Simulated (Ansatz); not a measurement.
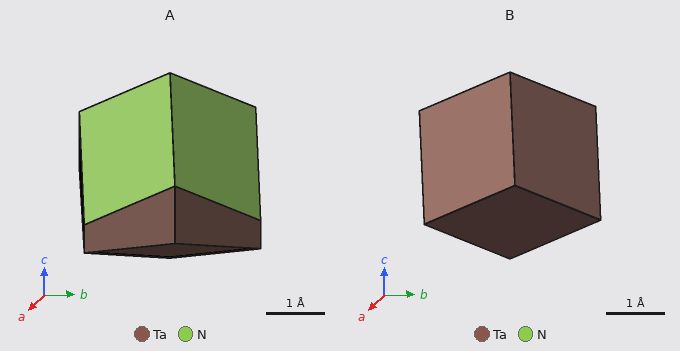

Computed Voronoi cells of the 2 sites of this structure, drawn to one scale and in one orientation; each face has the colour of the neighbour behind it.

Ta2N, space group P-3m1 (No. 164), a = 3.074 Å, b = 3.074 Å, c = 4.895 Å, α = 90.00°, β = 90.00°, γ = 120.00°

```csv
site,Wyckoff,x,y,z
Ta,2d,0.6667,0.3333,0.7431
N,1a,0.0000,0.0000,0.0000
```

Source: the geometry relaxed with Ansatz 0.2.0, DFT r2SCAN, scalar-relativistic, plane waves, PAW.

Q: Which cell belongs to which site?

A: A is Ta (12 faces above 1 % of the solid angle, 14.9 Å³, facing Ta 50 %, N 50 %); B is N (6 faces above 1 % of the solid angle, 10.3 Å³, mostly facing Ta).
